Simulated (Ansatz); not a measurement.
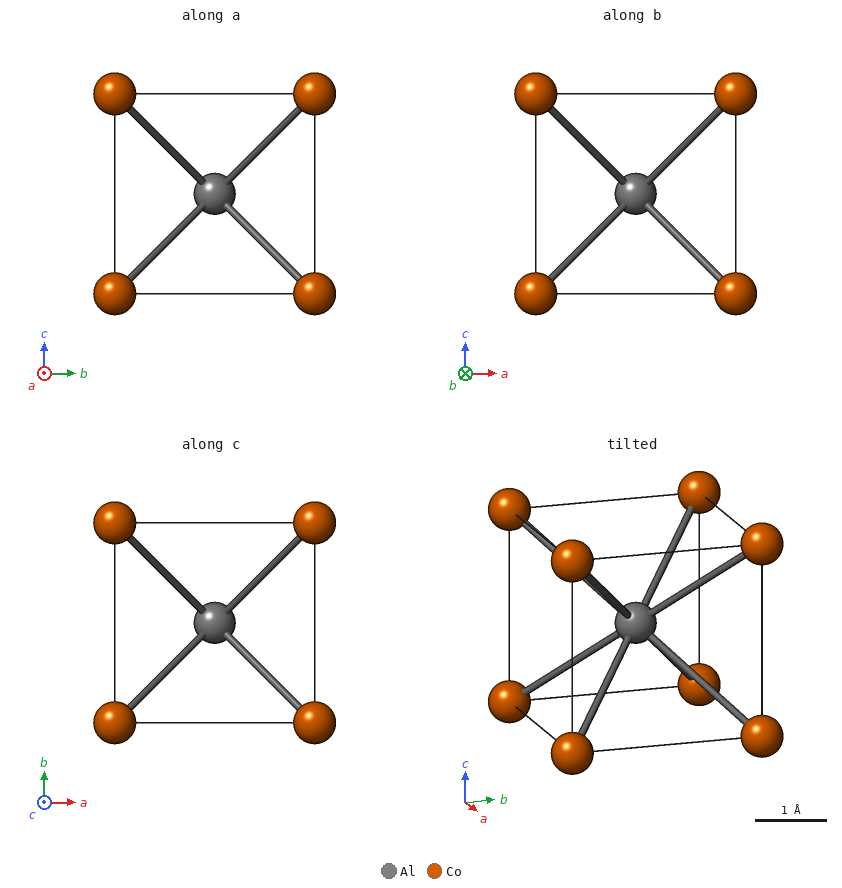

Ball-and-stick drawing of the structure, looking along the a axis, along the b axis, along the c axis and slightly off an axis. The conventional unit cell is outlined; an atom on or near a face, edge or corner is repeated at each equivalent position.

Lattice parameters: a = 2.8518 Å, b = 2.8518 Å, c = 2.8518 Å, α = 90.000°, β = 90.000°, γ = 90.000°.

Question: From the views, write a CIF with its space group and independent sites.

Answer:
```cif
data_structure
_symmetry_space_group_name_H-M 'P m -3 m'
_symmetry_Int_Tables_number 221
_cell_length_a 2.8518
_cell_length_b 2.8518
_cell_length_c 2.8518
_cell_angle_alpha 90.000
_cell_angle_beta 90.000
_cell_angle_gamma 90.000
_cell_volume 23.19
loop_
_atom_site_label
_atom_site_type_symbol
_atom_site_symmetry_multiplicity
_atom_site_Wyckoff_symbol
_atom_site_fract_x
_atom_site_fract_y
_atom_site_fract_z
_atom_site_occupancy
Al1 Al 1 b 0.5000 0.5000 0.5000 1
Co1 Co 1 a 0.0000 0.0000 0.0000 1
```

Starting structure: a structure type filled with these elements by a generator (whether the compound takes this form wasn't checked). Relaxation method: DFT PBE, scalar-relativistic, plane waves, PAW in Ansatz.
